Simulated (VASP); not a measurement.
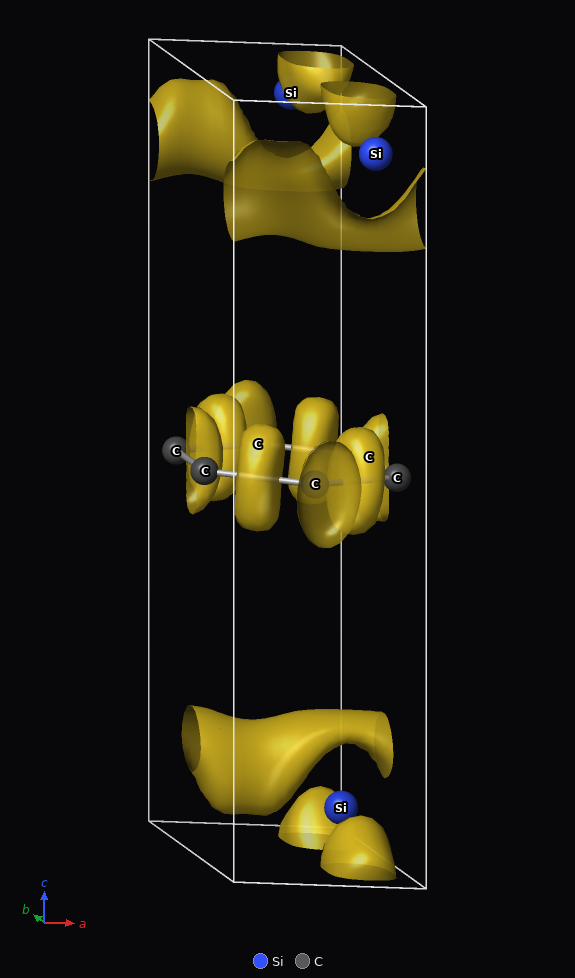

Figure. SiC$_{2}$. Isosurface of the electron localisation function at 0.8 (yellow), seen slightly off an axis. Core shells and regions of very low density are left out. Sticks mark near contacts.

Space group Pm; a generated structure, not necessarily the stable one.

Computed with Kohn-Sham DFT of a periodic cell, PBE, VASP PAW PBE potentials, recommended (VASP 6.6.1).

Core electrons are frozen (PAW), and the valence fields are smoothed inside the atomic spheres.

Q: What do the ELF domains correspond to?

A: The surface consists of six regions between bonded C–C atoms (shared pairs), two regions between bonded Si–Si atoms (shared pairs) and channels that run through the cell in one direction, counted in one cell of 6 atoms. Any copies at cell faces, edges or corners count once.

Values along the shortest contacts:
C–C (1.41 Å): the ELF peaks at about 0.95 between the atoms; a covalent bond. Si–Si (2.45 Å): the ELF peaks at about 0.90 between the atoms: a shared electron pair.
